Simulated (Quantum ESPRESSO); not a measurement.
Band-structure run of Ru (part 2 of 3)

Continued. System: Ru (P6₃/mmc, 2 atoms in the cell). Method: Kohn-Sham DFT of a periodic cell, PBEsol, spin-orbit coupling, PseudoDojo 0.4 FR PBEsol standard, no spin polarisation (Quantum ESPRESSO 7.5); cutoff 1142.88 eV, 11×11×6 k-mesh, fermi-dirac of 0.05 eV. The structure derives from an entry of the Crystallography Open Database.

Geometry of the input (Å; fractional positions):
```
2.7058  0.0000  0.0000
-1.3529  2.3433  0.0000
0.0000  0.0000  4.2819
Ru 0.6667  0.3333  0.7500
Ru 0.3333  0.6667  0.2500
```

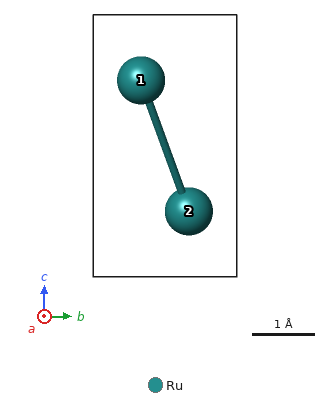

The input geometry (ball-and-stick view of the cell of the calculation, along the a axis; atoms are numbered from 1 in the order of the input). An atom can appear more than once, as a periodic image.

Log, continued:
```
   -49.4446 -49.4446 -49.2453 -49.2453 -21.7566 -21.7566 -21.2930 -21.2930
   -18.5794 -18.5794 -17.9974 -17.9974 -17.8252 -17.8252 -17.7639 -17.7639
    15.8089  15.8089  17.5520  17.5520  20.4791  20.4791  21.2060  21.2060
    21.4290  21.4290  21.5135  21.5135  21.8869  21.8869  21.9159  21.9159
    22.0672  22.0672  23.1131  23.1131  24.8906  24.8906  26.9054  26.9054
    33.8071  33.8071  39.0960  39.0960  41.5252  41.5252  42.2007  42.2007

          k = 0.0000 0.1050 0.1053 (  2385 PWs)   bands (ev):

   -49.4314 -49.4314 -49.2589 -49.2589 -21.7230 -21.7230 -21.3216 -21.3216
   -18.5322 -18.5322 -17.9847 -17.9847 -17.8650 -17.8650 -17.7956 -17.7956
    16.1042  16.1042  17.6621  17.6621  20.4699  20.4699  20.9792  20.9792
    21.0955  21.0955  21.1881  21.1881  21.7010  21.7010  22.4068  22.4068
    22.5008  22.5008  22.9328  22.9328  24.8670  24.8670  26.2032  26.2032
    35.1228  35.1228  38.6218  38.6218  41.3430  41.3430  42.4524  42.4524

          k = 0.0000 0.1050 0.2106 (  2400 PWs)   bands (ev):

   -49.3953 -49.3953 -49.2957 -49.2957 -21.6332 -21.6332 -21.4015 -21.4015
   -18.3995 -18.3995 -18.0119 -18.0119 -17.9451 -17.9451 -17.8442 -17.8442
    16.8886  16.8886  17.8818  17.8818  20.4320  20.4320  20.5821  20.5821
    20.6404  20.6404  20.9132  20.9132  21.3079  21.3079  21.9370  21.9370
    23.2893  23.2893  23.4471  23.4471  24.6513  24.6513  25.2114  25.2114
    37.7117  37.7117  38.2926  38.2926  40.2285  40.2285  43.0979  43.0982

          k = 0.0000 0.1050-0.3160 (  2402 PWs)   bands (ev):

   -49.3457 -49.3457 -49.3457 -49.3457 -21.5148 -21.5148 -21.5148 -21.5148
   -18.2096 -18.2096 -18.2096 -18.2096 -17.8966 -17.8966 -17.8966 -17.8966
    17.7228  17.7228  17.7228  17.7228  20.1853  20.1853  20.1853  20.1853
    20.9268  20.9268  20.9268  20.9268  21.1295  21.1295  21.1295  21.1295
    24.0937  24.0937  24.0937  24.0937  24.3500  24.3500  24.3500  24.3500
    38.5052  38.5052  38.5052  38.5052  41.5999  41.5999  41.5999  41.5999

          k = 0.0000 0.2099 0.0000 (  2383 PWs)   bands (ev):

   -49.4114 -49.4114 -49.2335 -49.2335 -21.7678 -21.7678 -21.3701 -21.3701
   -18.5782 -18.5782 -18.0919 -18.0919 -17.9638 -17.9638 -17.8040 -17.8040
    16.6196  16.6196  18.0472  18.0472  19.9743  19.9743  20.6782  20.6782
    21.1796  21.1796  21.5879  21.5879  21.9296  21.9296  22.1779  22.1779
    22.3856  22.3856  22.5727  22.5727  25.1200  25.1200  29.2001  29.2001
    33.6586  33.6586  39.4453  39.4453  41.6900  41.6900  42.2610  42.2610

          k = 0.0000 0.2099 0.1053 (  2390 PWs)   bands (ev):

   -49.3996 -49.3996 -49.2455 -49.2455 -21.7401 -21.7401 -21.3957 -21.3957
   -18.5380 -18.5380 -18.0776 -18.0776 -18.0008 -18.0008 -17.8276 -17.8276
    16.8552  16.8552  18.1884  18.1884  20.0262  20.0262  20.3861  20.3861
    20.9171  20.9171  21.3800  21.3800  21.9583  21.9583  22.2440  22.2440
    22.5532  22.5532  22.8664  22.8664  25.0351  25.0351  28.0408  28.0408
    35.1381  35.1381  39.3381  39.3381  41.2206  41.2206  41.6722  41.6723

          k = 0.0000 0.2099 0.2106 (  2398 PWs)   bands (ev):

   -49.3674 -49.3674 -49.2784 -49.2784 -21.6654 -21.6654 -21.4665 -21.4665
   -18.4271 -18.4271 -18.1218 -18.1218 -18.0214 -18.0214 -17.8860 -17.8860
    17.4904  17.4904  18.5138  18.5138  19.6967  19.6967  20.1643  20.1643
    20.4880  20.4880  21.3149  21.3149  21.6164  21.6164  21.9322  21.9322
    23.2437  23.2437  23.6871  23.6871  24.6950  24.6950  26.3071  26.3071
    37.6424  37.6424  39.2327  39.2327  40.7593  40.7593  41.5759  41.5759

          k = 0.0000 0.2099-0.3160 (  2406 PWs)   bands (ev):

   -49.3230 -49.3230 -49.3230 -49.3230 -21.5650 -21.5650 -21.5650 -21.5650
   -18.2739 -18.2739 -18.2739 -18.2739 -17.9574 -17.9574 -17.9574 -17.9574
    18.2860  18.2860  18.2860  18.2860  19.6393  19.6393  19.6393  19.6393
    20.9559  20.9559  20.9559  20.9559  21.5374  21.5374  21.5374  21.5374
    24.0500  24.0500  24.0500  24.0500  24.8527  24.8527  24.8527  24.8527
    39.1557  39.1557  39.1557  39.1557  41.2195  41.2195  41.2195  41.2195

          k = 0.0000 0.3149 0.0000 (  2389 PWs)   bands (ev):

   -49.3654 -49.3654 -49.2202 -49.2202 -21.7831 -21.7831 -21.4786 -21.4786
   -18.5719 -18.5719 -18.1987 -18.1987 -18.1455 -18.1455 -17.8612 -17.8612
    17.5374  17.5374  18.1635  18.1635  19.4512  19.4512  20.0545  20.0545
    21.0356  21.0356  21.2837  21.2837  21.9366  21.9366  22.9875  22.9875
    23.2396  23.2396  23.5211  23.5211  25.3251  25.3251  31.5229  31.5229
    33.4648  33.4648  37.0199  37.0199  40.0499  40.0499  40.2289  40.2289

          k = 0.0000 0.3149 0.1053 (  2380 PWs)   bands (ev):

   -49.3557 -49.3557 -49.2300 -49.2300 -21.7637 -21.7637 -21.4998 -21.4998
   -18.5461 -18.5461 -18.2000 -18.2000 -18.1534 -18.1534 -17.8771 -17.8771
    17.5610  17.5610  18.3261  18.3261  19.4995  19.4995  20.0011  20.0011
    20.8490  20.8490  21.2650  21.2650  22.1488  22.1488  23.0812  23.0812
    23.3279  23.3279  23.4207  23.4207  25.1817  25.1817  29.6678  29.6678
    35.2813  35.2813  37.3457  37.3457  40.1339  40.1339  40.6860  40.6860

          k = 0.0000 0.3149 0.2106 (  2390 PWs)   bands (ev):

   -49.3293 -49.3293 -49.2568 -49.2568 -21.7098 -21.7098 -21.5573 -21.5573
   -18.4758 -18.4758 -18.2749 -18.2749 -18.0963 -18.0963 -17.9280 -17.9280
    17.7441  17.7441  18.6312  18.6312  19.1471  19.1471  20.0126  20.0126
    20.8685  20.8685  21.5928  21.5928  21.9887  21.9887  22.7286  22.7286
    23.6128  23.6128  24.0880  24.0880  24.7714  24.7714  27.3716  27.3716
    37.1678  37.1678  38.5989  38.5989  39.7497  39.7497  41.5424  41.5424

          k = 0.0000 0.3149-0.3160 (  2390 PWs)   bands (ev):

   -49.2932 -49.2932 -49.2932 -49.2932 -21.6345 -21.6345 -21.6345 -21.6345
   -18.3782 -18.3782 -18.3782 -18.3782 -18.0090 -18.0090 -18.0090 -18.0090
    18.1862  18.1862  18.1862  18.1862  19.5417  19.5417  19.5417  19.5417
    21.4411  21.4411  21.4411  21.4411  22.1297  22.1297  22.1297  22.1297
    24.1849  24.1849  24.1849  24.1849  25.4555  25.4555  25.4555  25.4555
    38.6427  38.6427  38.6427  38.6427  40.2435  40.2435  40.2435  40.2435

          k = 0.0000 0.4199 0.0000 (  2385 PWs)   bands (ev):

   -49.3185 -49.3185 -49.2124 -49.2124 -21.7934 -21.7934 -21.5904 -21.5904
   -18.5586 -18.5586 -18.3200 -18.3200 -18.2715 -18.2715 -17.9225 -17.9225
    17.6562  17.6562  18.1478  18.1478  18.5557  18.5557  20.7400  20.7400
    20.8425  20.8425  21.6386  21.6386  21.6613  21.6613  24.1425  24.1425
    24.5156  24.5156  24.8739  24.8739  25.4630  25.4630  32.9119  32.9119
    33.6876  33.6876  34.4551  34.4551  38.0879  38.0879  38.7981  38.7981

          k = 0.0000 0.4199 0.1053 (  2386 PWs)   bands (ev):

   -49.3114 -49.3114 -49.2196 -49.2196 -21.7826 -21.7826 -21.6064 -21.6064
   -18.5534 -18.5534 -18.3567 -18.3567 -18.2249 -18.2249 -17.9310 -17.9310
    17.5814  17.5814  17.9504  17.9504  19.1857  19.1857  19.9606  19.9606
    20.9447  20.9447  21.5598  21.5598  22.6563  22.6563  24.1926  24.1926
    24.2567  24.2567  24.6969  24.6969  25.3060  25.3060  30.6402  30.6402
    34.6325  34.6325  35.7871  35.7871  38.6990  38.6990  38.8848  38.8848

          k = 0.0000 0.4199 0.2106 (  2385 PWs)   bands (ev):

   -49.2920 -49.2920 -49.2390 -49.2390 -21.7507 -21.7507 -21.6486 -21.6486
   -18.5309 -18.5309 -18.4205 -18.4205 -18.1348 -18.1348 -17.9663 -17.9663
    17.4788  17.4788  18.1245  18.1245  19.0411  19.0411  19.6589  19.6589
    21.5334  21.5334  21.8956  21.8956  23.3913  23.3913  23.5245  23.5245
    24.4055  24.4055  24.6664  24.6664  25.0156  25.0156  28.1739  28.1739
    35.3333  35.3333  37.0927  37.0927  38.8820  38.8820  40.3621  40.3622

          k = 0.0000 0.4199-0.3160 (  2398 PWs)   bands (ev):

   -49.2656 -49.2656 -49.2656 -49.2656 -21.7022 -21.7022 -21.7022 -21.7022
   -18.4845 -18.4845 -18.4845 -18.4845 -18.0383 -18.0383 -18.0383 -18.0383
    17.7638  17.7638  17.7638  17.7638  19.2655  19.2655  19.2655  19.2655
    22.4267  22.4267  22.4267  22.4267  22.8338  22.8338  22.8338  22.8338
    24.6854  24.6854  24.6854  24.6854  26.0916  26.0916  26.0916  26.0916
    36.3774  36.3774  36.3774  36.3774  40.2300  40.2300  40.2300  40.2300

          k = 0.0000 0.5249 0.0000 (  2361 PWs)   bands (ev):

   -49.2857 -49.2857 -49.2125 -49.2125 -21.7900 -21.7900 -21.6703 -21.6703
   -18.5293 -18.5293 -18.4479 -18.4479 -18.2982 -18.2982 -17.9653 -17.9653
    17.4203  17.4203  18.0907  18.0907  18.1590  18.1590  20.5526  20.5526
    21.4998  21.4998  21.6097  21.6097  22.0013  22.0013  24.9156  24.9156
    25.2826  25.2826  25.5409  25.5409  26.9668  26.9668  30.4361  30.4361
    34.4428  34.4428  35.2377  35.2377  36.7851  36.7851  38.0261  38.0261

          k = 0.0000 0.5249 0.1053 (  2372 PWs)   bands (ev):

   -49.2808 -49.2808 -49.2174 -49.2174 -21.7858 -21.7858 -21.6816 -21.6816
   -18.5412 -18.5412 -18.4762 -18.4762 -18.2442 -18.2442 -17.9689 -17.9689
    17.4340  17.4340  17.5829  17.5829  19.0140  19.0140  20.0107  20.0107
    20.7893  20.7893  21.9790  21.9790  23.2861  23.2861  24.7705  24.7705
    25.0678  25.0678  25.4151  25.4151  26.5719  26.5719  29.8382  29.8382
    34.0776  34.0776  35.3640  35.3640  37.4838  37.4838  38.2742  38.2742

          k = 0.0000 0.5249 0.2106 (  2379 PWs)   bands (ev):

   -49.2674 -49.2674 -49.2308 -49.2308 -21.7711 -21.7711 -21.7103 -21.7103
   -18.5561 -18.5561 -18.5188 -18.5188 -18.1436 -18.1436 -17.9917 -17.9917
    17.2446  17.2446  17.8054  17.8054  18.9607  18.9607  19.4149  19.4149
    21.4661  21.4661  22.4758  22.4758  23.7356  23.7356  25.0095  25.0095
    25.1139  25.1139  25.2809  25.2809  25.4905  25.4905  28.4291  28.4291
    34.0400  34.0400  34.9732  34.9732  39.1264  39.1265  39.2873  39.2874

          k = 0.0000 0.5249-0.3160 (  2378 PWs)   bands (ev):

   -49.2491 -49.2491 -49.2491 -49.2491 -21.7442 -21.7442 -21.7442 -21.7442
   -18.5493 -18.5493 -18.5493 -18.5493 -18.0508 -18.0508 -18.0508 -18.0508
    17.5075  17.5075  17.5075  17.5075  19.0442  19.0442  19.0442  19.0442
    22.5060  22.5060  22.5060  22.5060  23.8626  23.8626  23.8626  23.8626
    25.1983  25.1983  25.1983  25.1983  26.7882  26.7882  26.7882  26.7882
    34.4206  34.4206  34.4206  34.4206  40.2951  40.2951  40.2951  40.2951

          k = 0.0909 0.1575 0.0000 (  2393 PWs)   bands (ev):

   -49.4220 -49.4220 -49.2370 -49.2370 -21.7641 -21.7641 -21.3453 -21.3453
   -18.5785 -18.5785 -18.0642 -18.0642 -17.9179 -17.9179 -17.7934 -17.7934
    16.3739  16.3739  17.9412  17.9412  20.0265  20.0265  21.1030  21.1030
    21.2863  21.2863  21.5268  21.5268  21.7308  21.7308  21.9148  21.9148
    22.4314  22.4314  22.6087  22.6087  25.0257  25.0257  28.5881  28.5881
    33.7111  33.7111  39.6863  39.6863  41.8933  41.8933  42.0829  42.0829

          k = 0.0909 0.1575 0.1053 (  2392 PWs)   bands (ev):

   -49.4097 -49.4097 -49.2496 -49.2496 -21.7346 -21.7346 -21.3719 -21.3719
   -18.5359 -18.5359 -18.0503 -18.0503 -17.9570 -17.9570 -17.8187 -17.8187
    16.6362  16.6362  18.0737  18.0737  20.0767  20.0767  20.6083  20.6083
    21.0218  21.0218  21.3777  21.3777  21.8232  21.8232  22.0759  22.0759
    22.6557  22.6557  22.7754  22.7754  24.9697  24.9697  27.5684  27.5684
    35.1333  35.1333  39.3538  39.3538  41.6106  41.6106  41.9136  41.9136

          k = 0.0909 0.1575 0.2106 (  2399 PWs)   bands (ev):

   -49.3762 -49.3762 -49.2838 -49.2838 -21.6550 -21.6550 -21.4456 -21.4456
   -18.4174 -18.4174 -18.0848 -18.0848 -18.0001 -18.0001 -17.8752 -17.8752
    17.3433  17.3433  18.3695  18.3695  19.9107  19.9107  20.1831  20.1831
    20.5030  20.5030  21.2313  21.2313  21.5755  21.5755  21.7967  21.7967
    23.3123  23.3123  23.5539  23.5539  24.6866  24.6866  26.0140  26.0140
    37.6860  37.6860  39.0504  39.0504  40.7360  40.7360  42.1861  42.1861

          k = 0.0909 0.1575-0.3160 (  2400 PWs)   bands (ev):

   -49.3302 -49.3302 -49.3302 -49.3302 -21.5496 -21.5496 -21.5482 -21.5482
   -18.2614 -18.2614 -18.2410 -18.2410 -17.9511 -17.9511 -17.9319 -17.9319
    18.1844  18.1844  18.1857  18.1857  19.7237  19.7237  19.7273  19.7273
    20.8762  20.8762  20.9236  20.9236  21.3969  21.3969  21.4596  21.4596
    24.0615  24.0615  24.0622  24.0622  24.7028  24.7028  24.7131  24.7131
    39.0139  39.0139  39.0142  39.0142  41.6697  41.6697  41.6777  41.6777

          k = 0.0909 0.2624 0.0000 (  2391 PWs)   bands (ev):

   -49.3823 -49.3823 -49.2246 -49.2246 -21.7775 -21.7775 -21.4378 -21.4378
   -18.5723 -18.5723 -18.1691 -18.1691 -18.0707 -18.0707 -17.8478 -17.8478
    17.3141  17.3141  18.3688  18.3688  19.6283  19.6283  19.9283  19.9283
    21.0135  21.0135  21.2102  21.2102  22.1894  22.1894  22.4741  22.4741
    22.7356  22.7356  23.4346  23.4346  25.1891  25.1891  30.7521  30.7521
    33.5638  33.5638  38.4728  38.4728  39.9619  39.9619  40.9757  40.9757

          k = 0.0909 0.2624 0.1053 (  2392 PWs)   bands (ev):

   -49.3718 -49.3718 -49.2352 -49.2352 -21.7550 -21.7550 -21.4608 -21.4608
   -18.5406 -18.5406 -18.1564 -18.1564 -18.0993 -18.0993 -17.8653 -17.8653
    17.4623  17.4623  18.5246  18.5246  19.6102  19.6102  19.8607  19.8607
    20.7904  20.7904  21.3591  21.3591  21.8595  21.8595  22.5664  22.5664
    23.1225  23.1225  23.3652  23.3652  25.1014  25.1014  29.1909  29.1909
    35.2574  35.2574  38.6636  38.6636  40.1243  40.1243  40.9306  40.9306

          k = 0.0909 0.2624 0.2106 (  2384 PWs)   bands (ev):

   -49.3432 -49.3432 -49.2643 -49.2643 -21.6933 -21.6933 -21.5233 -21.5233
   -18.4553 -18.4553 -18.2126 -18.2126 -18.0800 -18.0800 -17.9172 -17.9172
    17.8703  17.8703  18.9629  18.9629  19.1551  19.1551  20.0321  20.0321
    20.4119  20.4119  21.3437  21.3437  21.6088  21.6088  22.4478  22.4478
    23.6170  23.6170  23.9006  23.9006  24.7912  24.7912  27.0683  27.0683
    37.6230  37.6230  39.2172  39.2172  40.4621  40.4621  40.8790  40.8791

          k = 0.0909 0.2624-0.3160 (  2390 PWs)   bands (ev):

   -49.3039 -49.3039 -49.3039 -49.3039 -21.6104 -21.6104 -21.6067 -21.6067
   -18.3598 -18.3598 -18.3093 -18.3093 -18.0223 -18.0223 -17.9754 -17.9754
    18.4626  18.4626  18.4659  18.4659  19.6072  19.6072  19.6235  19.6235
    20.7290  20.7290  20.7511  20.7511  21.9614  21.9614  22.0279  22.0279
    24.2052  24.2052  24.2136  24.2136  25.2658  25.2658  25.2786  25.2786
    39.2645  39.2645  39.2925  39.2925  40.7517  40.7517  40.7958  40.7958

          k = 0.0909 0.3674 0.0000 (  2383 PWs)   bands (ev):

   -49.3355 -49.3355 -49.2144 -49.2144 -21.7905 -21.7905 -21.5475 -21.5475
   -18.5575 -18.5575 -18.2753 -18.2753 -18.2294 -18.2294 -17.9153 -17.9153
    17.9995  17.9995  18.2681  18.2681  18.9096  18.9096  20.0530  20.0530
    20.7235  20.7235  21.4140  21.4140  21.8429  21.8429  23.3662  23.3662
    23.8868  23.8868  24.7841  24.7841  25.3245  25.3245  32.9577  32.9577
    33.4789  33.4789  35.4803  35.4803  38.0671  38.0671  39.5467  39.5468

          k = 0.0909 0.3674 0.1053 (  2384 PWs)   bands (ev):

   -49.3274 -49.3274 -49.2225 -49.2225 -21.7763 -21.7763 -21.5656 -21.5656
   -18.5457 -18.5457 -18.2927 -18.2927 -18.2102 -18.2102 -17.9244 -17.9244
    17.8566  17.8566  18.3751  18.3751  19.1832  19.1832  19.8336  19.8336
    20.8171  20.8171  21.3919  21.3919  22.0162  22.0162  23.3245  23.3245
    24.0996  24.0996  24.3998  24.3998  25.3622  25.3622  30.5346  30.5346
    35.4271  35.4271  36.1831  36.1831  38.5309  38.5309  39.6211  39.6211

          k = 0.0909 0.3674 0.2106 (  2391 PWs)   bands (ev):

   -49.3053 -49.3053 -49.2448 -49.2448 -21.7358 -21.7358 -21.6139 -21.6139
   -18.5108 -18.5108 -18.3542 -18.3542 -18.1386 -18.1386 -17.9602 -17.9602
    17.8103  17.8103  18.5794  18.5794  19.0093  19.0093  20.0031  20.0031
    20.9133  20.9133  21.5494  21.5494  22.1356  22.1356  23.1145  23.1145
    24.1766  24.1766  24.6239  24.6239  25.2473  25.2473  28.0502  28.0502
    36.4322  36.4322  38.2293  38.2293  38.9345  38.9345  39.9980  39.9980

          k = 0.0909 0.3674-0.3160 (  2400 PWs)   bands (ev):

   -49.2751 -49.2751 -49.2751 -49.2751 -21.6800 -21.6800 -21.6737 -21.6737
   -18.4751 -18.4751 -18.4036 -18.4036 -18.0730 -18.0730 -18.0075 -18.0075
    18.0975  18.0975  18.1055  18.1055  19.5408  19.5408  19.5551  19.5551
    21.4561  21.4561  21.4993  21.4993  22.3036  22.3036  22.3948  22.3948
    24.7685  24.7685  24.7706  24.7706  25.9730  25.9730  25.9918  25.9918
    37.6581  37.6581  37.6953  37.6953  40.1840  40.1840  40.2747  40.2747

          k = 0.0909 0.4724 0.0000 (  2380 PWs)   bands (ev):

   -49.2943 -49.2943 -49.2118 -49.2118 -21.7926 -21.7926 -21.6444 -21.6444
   -18.5341 -18.5341 -18.3951 -18.3951 -18.3043 -18.3043 -17.9762 -17.9762
    17.7498  17.7498  18.2558  18.2558  18.3513  18.3513  20.5448  20.5448
    20.9577  20.9577  21.5313  21.5313  21.8738  21.8738  24.4888  24.4888
    24.8236  24.8236  25.3927  25.3927  26.4490  26.4490  31.8984  31.8984
    34.3572  34.3572  34.9298  34.9298  36.4126  36.4126  38.5848  38.5848

          k = 0.0909 0.4724 0.1053 (  2372 PWs)   bands (ev):
```
